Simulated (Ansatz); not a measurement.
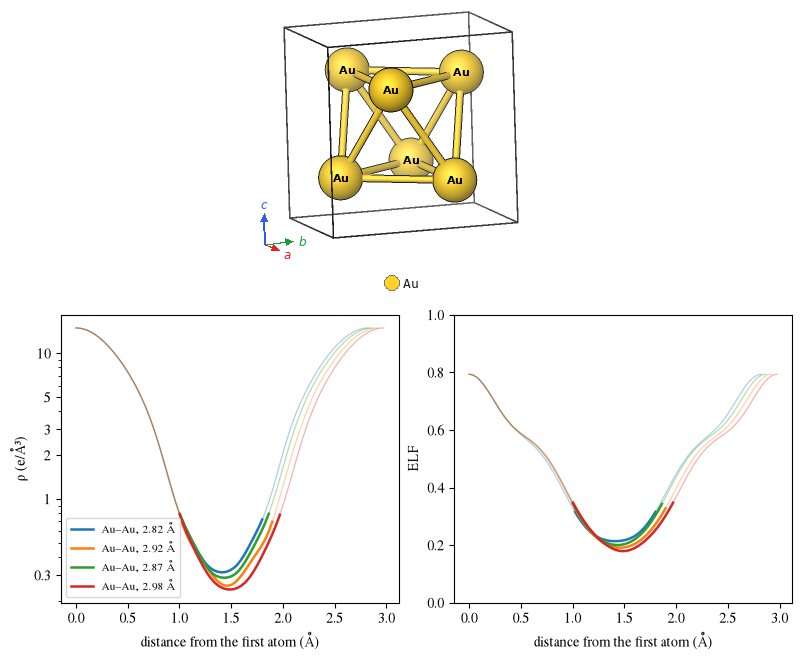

Figure 1: Au. Valence pseudo-density and ELF along straight lines between neighbouring atoms. Thin, pale parts lie inside the atomic spheres. The structure is drawn too.

Space group C2/c; a structure from a database of computed crystals, not necessarily the ambient phase; changed on purpose from its base cell (strain -0.0750 x Voigt [0, 0, 0, 0, 1, 0], atoms carried along).

These are results of DFT r2SCAN, scalar-relativistic, plane waves, PAW in Ansatz 0.2.0, not measurements.

Core electrons are frozen (PAW), and the valence fields are smoothed inside the atomic spheres.

What can be read from the curves?

Answer. Au–Au (2.82 Å): ρ is about 0.31 e/Å³ halfway; the ELF is about 0.20 at the midpoint: no localised pair shows between them.
Au–Au (2.92 Å): ρ at the midpoint is about 0.25 e/Å³; the ELF is about 0.20 at the midpoint: no shared electron pair shows on this line.
Au–Au (2.87 Å): the density is about 0.29 e/Å³ at the midpoint; the ELF is about 0.20 at the midpoint: no shared electron pair shows on this line.
Au–Au (2.98 Å): ρ is about 0.24 e/Å³ halfway; the ELF is about 0.20 at the midpoint; no shared electron pair shows on this line.
